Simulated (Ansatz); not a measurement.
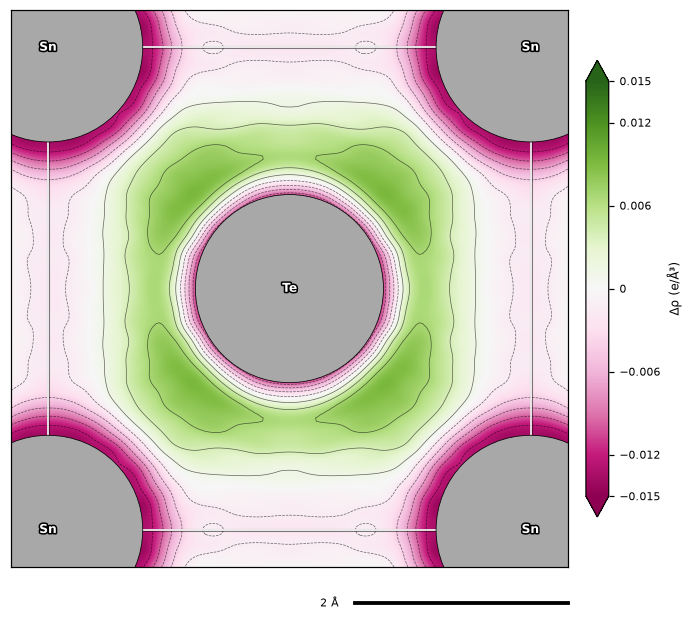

SnTe. Difference of the valence pseudo-densities of two functionals at the same geometry, on the (110) plane of the calculation cell: one of LDA and r2SCAN less the other.

Space group Fm-3m.

Both computed with Ansatz (plane waves, PAW), on the same k-point mesh. Grey discs cover the atomic cores.

### Which was subtracted from which, and what does the map show?

It is r2SCAN less LDA. Against LDA, r2SCAN gives less density around Sn (−0.010 e/Å³ on average at 1.0 Å from the nucleus) and a change of +0.007 e/Å³ at the midpoint of Sn–Te.
